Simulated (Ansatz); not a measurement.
**Run report: Cd4Te3, geometry relaxation (part 2 of 2)**

The same run, continued: Cd4Te3 (slab, 7 atoms in the cell); DFT PBEsol, scalar-relativistic, plane waves, PAW, no spin polarisation (Ansatz 0.2.0); cutoff 420 eV, 6×6×1 k-mesh, Gaussian smearing of 0.05 eV. The structure derives from an entry of the Crystallography Open Database. It belongs to a series of runs on one base structure; here: (1 0 0) slab, atoms relaxed.

Geometry of the input (Å; fractional positions):
```
4.5887  0.0000  0.0000
0.0000  4.5887  0.0000
0.0000  0.0000  24.7340
Cd 0.5000  0.5000  0.3032
Te 0.5000  0.0000  0.3688
Cd 0.0000  0.0000  0.4344
Te 0.0000  0.5000  0.5000
Cd 0.5000  0.5000  0.5656
Te 0.5000  0.0000  0.6312
Cd 0.0000  0.0000  0.6968
```

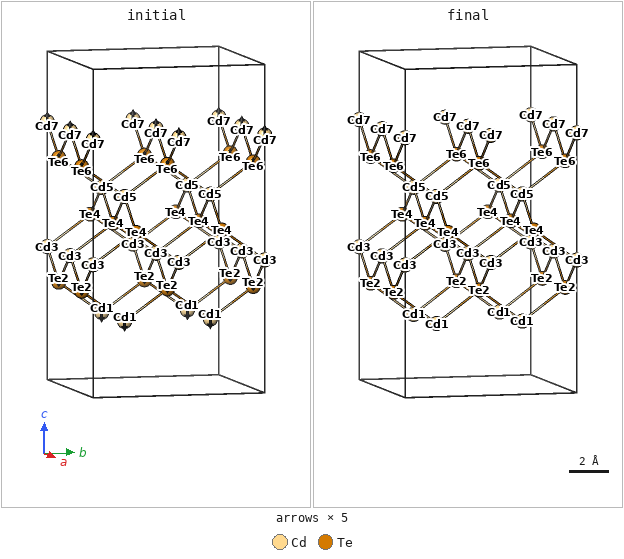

**Figure 1.** Before (left) and after (right) the relaxation, at one scale (ball-and-stick view of the 2 × 2 repeat of the cell, with the vacuum cut short, seen slightly off an axis). The black arrows give the displacements, magnified 5 times. Over 3 geometry steps the energy falls by 18.1 meV per cell of the calculation. Largest force component: 0.19 eV/Å at the start, 0.00059 eV/Å at the end. The largest moves, 0.11 Å, are those of Cd1 and Cd7. Largest moves by element: Cd 0.11 Å, Te 0.05 Å. The cell stays as it was. Distances before and after: Cd1–Te2 2.810 → 2.846 Å, Cd5–Te6 2.810 → 2.832 Å, Cd3–Te4 2.810 → 2.816 Å. Among the angles that change: Te6–Cd7–Te6 109.5° → 107.4°, Cd7–Te6–Cd7 109.5° → 107.4°. (Atoms are counted from 1 in the order of the input.)

```
WARN: The output density's exchange-correlation potential varies sharply where the density is thin. Do not read a vacuum level from v_tot or v_xc, or from such a field of the output density. On a cell that repeats whose density bears no net charge and no dipole along the vacuum's axis use v_es (v_loc + v_h of the components); under efield.dipole_correction with no amplitude use v_es + v_field, which holds any external_charges[].barrier, or the levels of the report's work_function block, which leave it out; under a non-zero efield.amplitude the vacuum is tilted and has no level; on a cell that repeats and bears such a dipole with no correction it is tilted too, and efield.dipole_correction with no amplitude gives each side of its ramp a level where efield: is served; in a cell that repeats whose density bears a net charge (total_charge, or a fill off its count) it is curved and has none; of a slab under crystal.periodic whose density bears no net charge use v_es, which has a level on each side, short of where the two are joined; of another it falls or rises all the way out and has none; of a slab beside external_charges read slab_vacuum_level instead, which it has where they leave it neutral. The grid or the basis barely resolves most such structure, and the values can differ between equally converged runs; as a rule a tighter scf.convergence.dr2_threshold does not remove it. Where the density itself ripples (under the LDA too) a higher basis.ecutwfc lessens it. The files hold the spikes' plane waves up to the density's cutoff. Files: v_tot_of_output_density and the like, and their columns of v_z.tsv (output.write_potential); v_xc_of_output_density and the like, and their columns of v_comp_z.tsv (output.write_potential_components). Measured: with its Gaussian average of σ = 0.25 Å subtracted twice, the exchange-correlation potential is over 0.1 eV at 1152 of the grid points where the equally averaged density (valence and model cores) is under 1e-3 e/Å³, and 0.872 eV at the most among them, at an averaged density of 7.4e-8 e/Å³. See output.write_potential in the manual, Limitations
SCF converged after 7 iterations
Free energy (F): -53440.087934 eV
Harris-Foulkes:  -53440.087934 eV  (|F-HF|=1.10e-8)
Internal energy: -53440.079717 eV  (E = F + TS)
E sigma→0 (E₀):  -53440.083825 eV
Entropy (-TS):   -0.008217 eV (-1.174 meV/atom)
Fermi energy:    1.577954 eV
Dipole field:    D = 0.000000 V/Å  (p = 0.000000 e·Å, saw-weighted, corrected)
Work function:   Φ+ = 4.0672 eV   Φ− = 4.0672 eV
Levels:          The Fermi level and band energies are counted from a zero that moves with the ramp; work functions are not
--- Per-component energies (eV) ---
  E_band       = -3737.502868
  E_kinetic    = 2561.690902
  E_local      = -101453.969101  (includes V_loc(G=0)·N_el)
  E_nonlocal   = -778.400395
  E_hartree    = 50213.071648
  E_xc         = -1067.789135
  E_vxc        = -1190.973674  (∫ρ·V_xc dr)
  E_paw        = -29810.564628  (= ΣΔE_a)
  E_vpaw       = -3301.975717  (= ΣTr[D̂ρ^β])
  E_aug_tail   = -0.000469  (compensation charges beyond the density's cutoff)
  E_efield     = 0.000000  (sawtooth field / dipole correction)
  E_vefield    = 0.000000  (∫n·V_field dr)
  E_ewald      = 26893.389176
  E_core_change = 2.492284  (= ΣΔE_core)
  E_smearing   = -0.008217  (= −TS)
  E_closure    = 0.000000  (closes the sum)
  Σ components = -53440.087934   (vs F -53440.087934, Δ=0.00e0)
--- Forces (eV/Å), atoms counted from 1 ---
  atom   1  Cd     0.00000000     0.00000000    -0.00058765
  atom   2  Te     0.00000000     0.00000000     0.00012823
  atom   3  Cd     0.00000000     0.00000000     0.00043607
  atom   4  Te     0.00000000     0.00000000    -0.00000141
  atom   5  Cd     0.00000000     0.00000000    -0.00043306
  atom   6  Te     0.00000000     0.00000000    -0.00013222
  atom   7  Cd     0.00000000     0.00000000     0.00059003
  max |Σ_I F_I| component: 6.32e-9 eV/Å
--- Band table (eV; the first three rows and the last of 16) ---
  k-point 0: bands = ["-101.2749", "-101.2749", "-101.0977", "-101.0977", "-62.3719", "-62.3719", "-62.3659", "-62.3658", "-62.3631", "-62.3631", "-62.2245", "-62.2245", "-62.1813", "-62.1813", "-62.1643", "-62.1643", "-35.3353", "-35.3353", "-35.3353", "-35.3353", "-35.3338", "-35.3338", "-35.3133", "-35.3133", "-35.3057", "-35.3057", "-35.2659", "-35.2659", "-35.2646", "-35.2592", "-35.2560", "-10.3790", "-10.1959", "-10.0178", "-7.4875", "-7.4875", "-7.4568", "-7.4092", "-7.4092", "-7.3448", "-7.3205", "-7.2577", "-7.2432", "-7.2364", "-7.2197", "-7.2197", "-7.0906", "-7.0811", "-7.0648", "-7.0648", "-7.0579", "-7.0579", "-7.0449", "-6.8945", "-3.3399", "-2.4937", "-1.2157", "-0.9089", "-0.9089", "-0.3508", "-0.3508", "0.3350", "0.3350", "0.4231", "1.6062", "3.0291", "3.4312", "3.4376", "3.6835", "3.9278", "4.6296", "5.3702", "5.3702", "5.4610", "5.9109", "6.1196", "6.1196"]
  k-point 1: bands = ["-101.2749", "-101.2749", "-101.0977", "-101.0977", "-62.3719", "-62.3719", "-62.3659", "-62.3659", "-62.3631", "-62.3631", "-62.2245", "-62.2245", "-62.1813", "-62.1813", "-62.1644", "-62.1643", "-35.3353", "-35.3353", "-35.3353", "-35.3353", "-35.3338", "-35.3338", "-35.3132", "-35.3131", "-35.3058", "-35.3058", "-35.2659", "-35.2659", "-35.2645", "-35.2592", "-35.2560", "-10.3206", "-10.1621", "-10.0095", "-7.4814", "-7.4634", "-7.4503", "-7.4139", "-7.3953", "-7.3238", "-7.2996", "-7.2694", "-7.2554", "-7.2283", "-7.2082", "-7.1950", "-7.0845", "-7.0754", "-7.0713", "-7.0660", "-7.0614", "-7.0612", "-7.0056", "-6.8483", "-3.3144", "-2.6371", "-1.7669", "-1.2744", "-0.8753", "-0.7837", "-0.3038", "-0.2816", "0.3184", "1.2437", "1.4193", "3.0110", "3.4936", "3.8491", "4.3668", "4.6227", "4.7936", "5.1447", "5.4762", "5.5371", "5.7242", "6.1169", "6.1561"]
  k-point 2: bands = ["-101.2749", "-101.2749", "-101.0977", "-101.0977", "-62.3720", "-62.3719", "-62.3659", "-62.3659", "-62.3631", "-62.3631", "-62.2245", "-62.2245", "-62.1813", "-62.1812", "-62.1644", "-62.1643", "-35.3354", "-35.3353", "-35.3352", "-35.3352", "-35.3339", "-35.3338", "-35.3130", "-35.3129", "-35.3058", "-35.3058", "-35.2661", "-35.2659", "-35.2642", "-35.2591", "-35.2560", "-10.1859", "-10.0943", "-10.0088", "-7.4659", "-7.4523", "-7.4268", "-7.4196", "-7.3465", "-7.2956", "-7.2814", "-7.2635", "-7.2604", "-7.1984", "-7.1788", "-7.1293", "-7.0795", "-7.0756", "-7.0680", "-7.0676", "-7.0612", "-7.0552", "-6.9022", "-6.7938", "-3.4108", "-3.1351", "-2.5157", "-2.0199", "-1.1515", "-0.4578", "-0.4336", "-0.1344", "0.2122", "1.1817", "1.6151", "2.5511", "3.3465", "4.0166", "4.2481", "4.9885", "5.4523", "5.6800", "5.8683", "6.0496", "6.0820", "6.3543", "6.6029"]
  k-point 15: bands = ["-101.2749", "-101.2749", "-101.0977", "-101.0977", "-62.3720", "-62.3720", "-62.3659", "-62.3659", "-62.3631", "-62.3631", "-62.2246", "-62.2245", "-62.1812", "-62.1812", "-62.1644", "-62.1644", "-35.3355", "-35.3355", "-35.3350", "-35.3350", "-35.3340", "-35.3340", "-35.3124", "-35.3124", "-35.3059", "-35.3059", "-35.2661", "-35.2661", "-35.2637", "-35.2588", "-35.2562", "-9.9419", "-9.9389", "-9.9381", "-7.3834", "-7.3773", "-7.3773", "-7.3316", "-7.3316", "-7.3152", "-7.2866", "-7.2627", "-7.2627", "-7.1110", "-7.1110", "-7.1052", "-7.1052", "-7.0790", "-7.0753", "-7.0434", "-7.0434", "-6.7505", "-6.6870", "-6.6567", "-3.5198", "-3.5198", "-2.7137", "-2.7137", "-1.4165", "-1.4165", "-1.3721", "-1.3271", "-1.2072", "1.8204", "1.8204", "2.5504", "2.8435", "3.7153", "3.8531", "3.8531", "4.8872", "5.3161", "6.3644", "6.3644", "6.4131", "6.4767", "7.1522"]
--- Relaxed structure (4 steps of the walk, 4 accepted, 0 SCFs on fresh bases) ---
  F+E_penalty+E_count = -53440.08793369 eV   max|allowed force component| = 5.900e-4 eV/Å
  atoms:
    - { symbol: Cd, position: [0.5, 0.5, 0.2987909193064066] }
    - { symbol: Te, position: [0.5, 0.0, 0.3668882305587255] }
    - { symbol: Cd, position: [0.0, 0.0, 0.4340027265412117] }
    - { symbol: Te, position: [0.0, 0.5, 0.5000000132344717] }
    - { symbol: Cd, position: [0.5, 0.5, 0.5659972604813156] }
    - { symbol: Te, position: [0.5, 0.0, 0.6331118015931152] }
    - { symbol: Cd, position: [0.0, 0.0, 0.7012090482847533] }
```

Trajectory as extended XYZ (Å, eV, eV/Å), 4 frames, from step=1 to step=4:
```
7
Lattice="4.5887 0.0000 0.0000 0.0000 4.5887 0.0000 0.0000 0.0000 24.7340" Properties=species:S:1:pos:R:3:forces:R:3 step=1 energy=-53440.06982
Cd    2.2943    2.2943    7.5000    0.0000   0.0000  -0.1926
Te    2.2943    0.0000    9.1223    0.0000   0.0000   0.0411
Cd    0.0000    0.0000   10.7447    0.0000   0.0000   0.0953
Te    0.0000    2.2943   12.3670    0.0000   0.0000   0.0000
Cd    2.2943    2.2943   13.9893    0.0000   0.0000  -0.0954
Te    2.2943    0.0000   15.6117    0.0000   0.0000  -0.0411
Cd    0.0000    0.0000   17.2340    0.0000   0.0000   0.1926
7
Lattice="4.5887 0.0000 0.0000 0.0000 4.5887 0.0000 0.0000 0.0000 24.7340" Properties=species:S:1:pos:R:3:forces:R:3 step=2 energy=-53440.08038
Cd    2.2943    2.2943    7.3342    0.0000   0.0000   0.0191
Te    2.2943    0.0000    9.0184    0.0000   0.0000   0.1298
Cd    0.0000    0.0000   10.7260    0.0000   0.0000  -0.1002
Te    0.0000    2.2943   12.3670    0.0000   0.0000   0.0000
Cd    2.2943    2.2943   14.0080    0.0000   0.0000   0.1002
Te    2.2943    0.0000   15.7156    0.0000   0.0000  -0.1298
Cd    0.0000    0.0000   17.3998    0.0000   0.0000  -0.0191
7
Lattice="4.5887 0.0000 0.0000 0.0000 4.5887 0.0000 0.0000 0.0000 24.7340" Properties=species:S:1:pos:R:3:forces:R:3 step=3 energy=-53440.08764
Cd    2.2943    2.2943    7.3906    0.0000   0.0000  -0.0192
Te    2.2943    0.0000    9.0671    0.0000   0.0000   0.0388
Cd    0.0000    0.0000   10.7344    0.0000   0.0000  -0.0164
Te    0.0000    2.2943   12.3670    0.0000   0.0000   0.0000
Cd    2.2943    2.2943   13.9996    0.0000   0.0000   0.0164
Te    2.2943    0.0000   15.6670    0.0000   0.0000  -0.0388
Cd    0.0000    0.0000   17.3434    0.0000   0.0000   0.0192
7
Lattice="4.5887 0.0000 0.0000 0.0000 4.5887 0.0000 0.0000 0.0000 24.7340" Properties=species:S:1:pos:R:3:forces:R:3 step=4 energy=-53440.08793
Cd    2.2943    2.2943    7.3903    0.0000   0.0000  -0.0006
Te    2.2943    0.0000    9.0746    0.0000   0.0000   0.0001
Cd    0.0000    0.0000   10.7346    0.0000   0.0000   0.0004
Te    0.0000    2.2943   12.3670    0.0000   0.0000   0.0000
Cd    2.2943    2.2943   13.9994    0.0000   0.0000  -0.0004
Te    2.2943    0.0000   15.6594    0.0000   0.0000  -0.0001
Cd    0.0000    0.0000   17.3437    0.0000   0.0000   0.0006
```

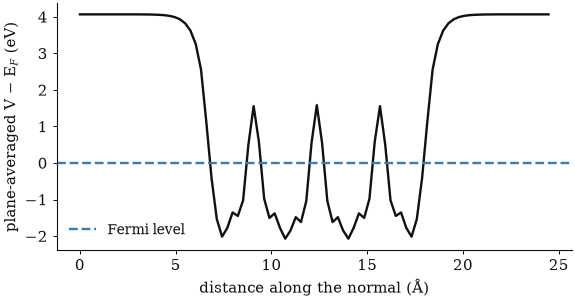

**Figure 2.** Plane average of the electrostatic potential energy of an electron across the cell, from the Fermi level. The vacuum level lies 4.07 eV above the Fermi level.

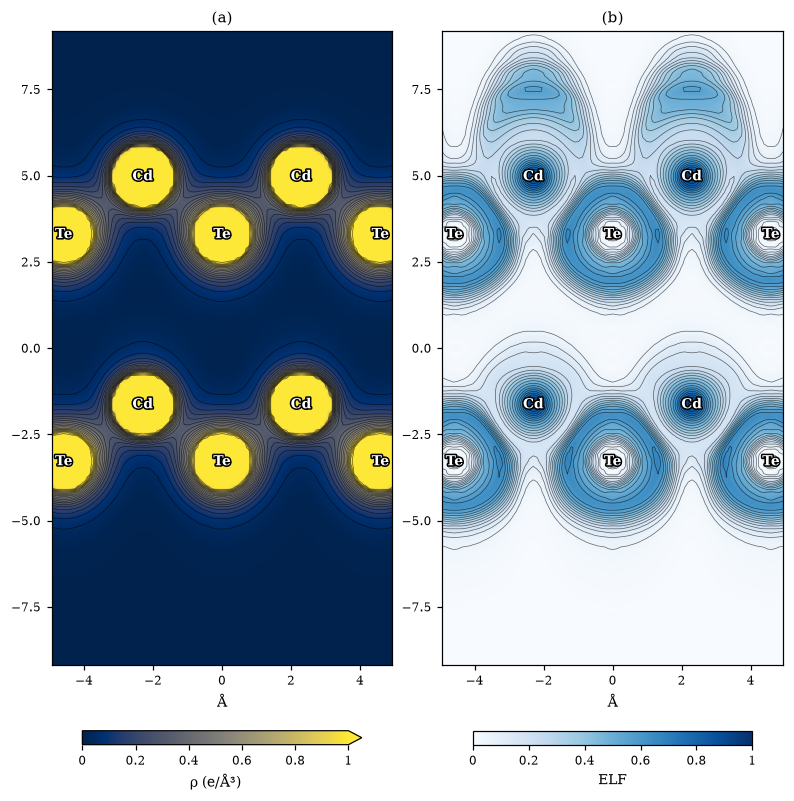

**Figure 3.** (a) valence charge density (pseudo); (b) ELF on the (010) plane of the calculation cell, a cut from vacuum to vacuum. The section cuts through Te and Cd sites. Cd–Te (2.83 Å): the density is about 0.33 e/Å³ at the midpoint; the ELF is about 0.50 at the midpoint. The density dies away to nearly zero in the vacuum. The strong features right at Cd lie inside the PAW spheres (semicore, d or f shells) and say nothing about bonding. In a PAW calculation such maps are meaningful between the atoms, not at the nuclei.

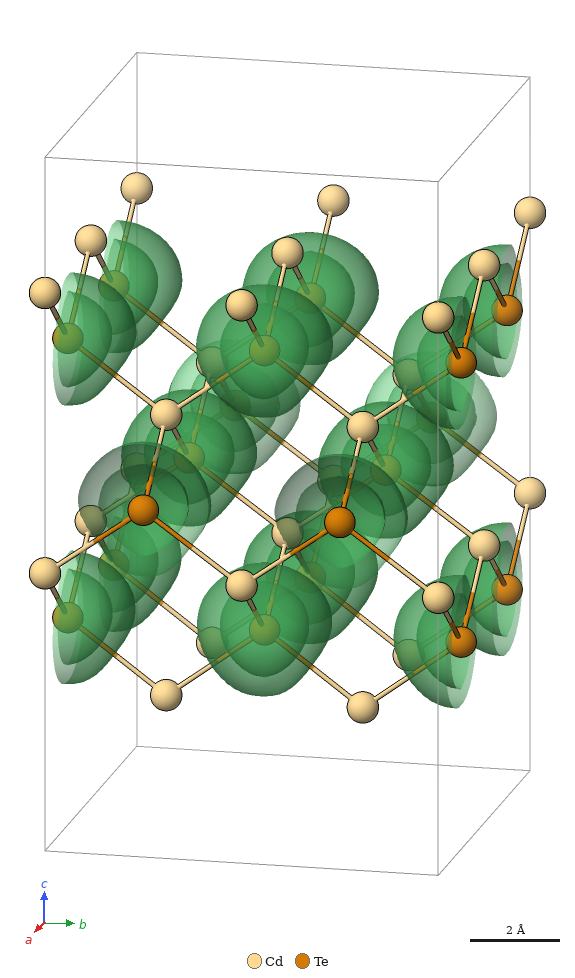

**Figure 4.** Isosurface of the ELF at 0.55 (green), seen slightly off an axis. Core shells and regions of very low density are left out. Sticks mark near contacts. Counts are for one cell; the picture repeats the cell along the surface. Along the contacts the grid gives the following. Cd–Te (2.82 Å): the ELF is about 0.50 at the midpoint.

Results in brief:

| quantity | value |
| --- | --- |
| outcome | converged |
| electrons treated | 128 |
| free energy | −53440.0879 eV |
| work function, top face | 4.07 eV |
| work function, bottom face | 4.07 eV |
| Fermi energy | 1.578 eV |
| gap on the k-point mesh | none (metallic) |
| final volume | 520.79 Å³ |
| work function (upper face) | 4.07 eV |
| largest force (length of the vector) at the end | 0.001 eV/Å |
| wall time | 4.1 min |
| peak memory | 0.87 GiB |

Remarks:

Warnings of the run: the exchange-correlation potential is rough where the density is thin.
